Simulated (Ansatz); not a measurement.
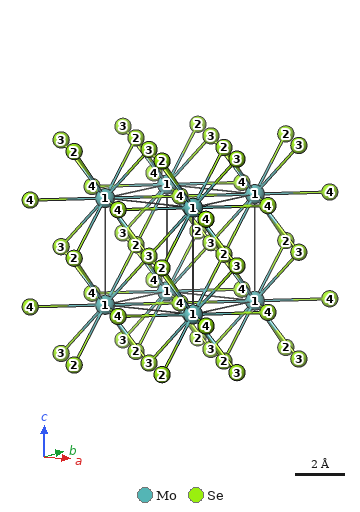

A crystal of MoSe3 (a generated structure, set up in P4/mmm) (coarse preliminary run), before the relaxation. Style: ball-and-stick. Shown: the cell of the calculation, from a free direction.

Theory: DFT PBE, scalar-relativistic, plane waves, PAW in Ansatz 0.2.0.

Input file:
```yaml
crystal:
  lattice:
    - [4.38953818, 0.0, 0.0]
    - [0.0, 4.38953818, 0.0]
    - [0.0, 0.0, 4.4130286]
  atoms:
    - { symbol: Mo, position: [0.0, 0.0, 0.0], spin: 1.0 }
    - { symbol: Se, position: [0.0, 0.5, 0.5] }
    - { symbol: Se, position: [0.5, 0.0, 0.5] }
    - { symbol: Se, position: [0.5, 0.5, 0.0] }
basis:
  ecutwfc: 420
kpoints:
  mp_grid: { grid: [4, 4, 4] }
hamiltonian:
  xc: pbe
scf:
  occupations: { method: gaussian, width: 0.1 }
  lower_state_search: "off"
output:
  forces: true
  stress: true
  eigenvalues: true
  populations: true
magnetization:
  spin_polarized: true
relax:
  adjacent_minimum: "off"
  f_tol: 0.04
  max_steps: 70
  cell: { stress_tol: 0.4 }
```

Run as
```bash
ansatz run input.yaml --threads 1 --pin off --max-ram 2048MiB --backend cpu --events-out ev --progress --plain --runs-dir out
```

> Predict the outcome.

Over 18 accepted moves (21 points after the start) the energy falls by 1.241 eV per cell of the calculation. All forces vanish by symmetry, so only the cell relaxes. The pressure goes from −4.85 to 0.24 GPa. The SCF was repeated 3 times at an unchanged geometry on a basis and grid sized afresh for the cell, which shifted the energy by 0.101 eV per cell of the calculation at most. No atom moves by more than 0.005 Å relative to the cell. The drawn cell changes as follows: a = b 4.390 → 3.713 Å (−15.4 %), c 4.413 → 6.994 Å (+58.5 %); the volume changes by +13.4 %. Among the contacts that change: Mo1–Se2 3.112 → 3.959 Å, Se2–Se4 3.112 → 3.959 Å, Mo1–Se4 3.104 → 2.625 Å, Se2–Se3 3.104 → 2.625 Å. The space group stays P4/mmm (No. 123). The run took 3.2 min on 1 thread of Arm Neoverse V1, with other jobs on the host, peak memory 0.42 GiB.

Step by step:

```
step  E − E(0), meV/atom  pressure, GPa  volume, Å³/atom                      note
   0                0.00          -4.85           21.258                          
   1              -19.64           2.57           18.909                          
   2              -25.88           0.00           19.640                          
   3              -28.59          -0.43           19.706                          
   4              -39.53          -0.68           19.654                          
   5             -100.51          -1.35           19.263                          
   6             -155.52           3.01           18.489                          
   7             -184.67           1.76           18.954                          
   8             -208.19           2.74           19.507                          
   9             -227.12           1.03           20.244                          
  10             -234.59           0.61           20.663                          
  11             -234.81          -0.35           20.868                          
  12             -260.12           1.20           20.868  same geometry, new basis
  13             -278.32           1.00           21.384                          
  14             -291.69           0.82           21.901                          
  15             -300.82           0.69           22.453                          
  16             -305.94           0.34           23.089                          
  17             -307.13           0.04           23.601                          
  18             -309.39           0.22           23.601  same geometry, new basis
  19             -310.06           0.03           23.948                          
  20             -310.10           0.25           24.102                          
  21             -310.14           0.24           24.102  same geometry, new basis
```

The structure at the end:

```xyz
4
Lattice="3.7128 0.0000 0.0000 0.0000 3.7128 0.0000 0.0000 0.0000 6.9936" Properties=species:S:1:pos:R:3 pbc="T T T"
Mo    0.0000    0.0000    6.9936
Se    0.0000    1.8564    3.4968
Se    1.8564    0.0000    3.4968
Se    1.8564    1.8564    6.9936
```

After the run, drawn alike:

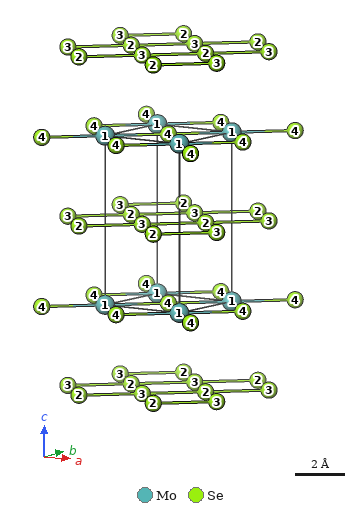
